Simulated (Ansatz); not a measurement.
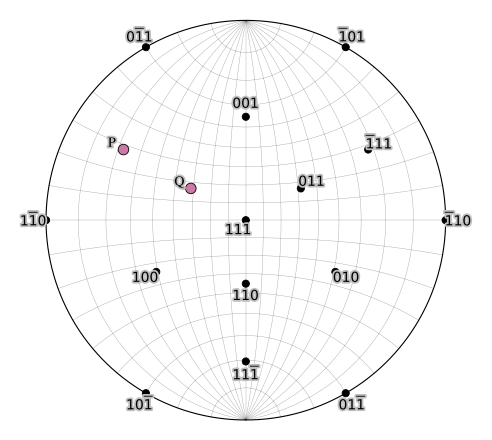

Stereographic projection of plane normals (upper hemisphere) centred on (1 1 1). Crystal: Ru, coordinates from a relaxation with DFT, PBE, PAW with Ansatz's default frozen-core files, scalar-relativistic (Ansatz); the starting structure was generated, so it need not be a known form of this composition. All values are computed from the atomic coordinates in the standard setting (tolerance 0.002 Å).

a = 5.454 Å, b = 5.454 Å, c = 5.454 Å, α = 90.00°, β = 90.00°, γ = 90.00°.

Question: Index the poles marked P, Q.

Answer: P is (1 −1 1), 70.5° from the centre; Q is (1 0 1), 35.3° from the centre.

Question: What is the angle between the normals of (0 1 1) and (1 0 −1), and what are their d_hkl = 1/|g|?

Answer: 120.0°; d = 3.857 Å and 3.857 Å.
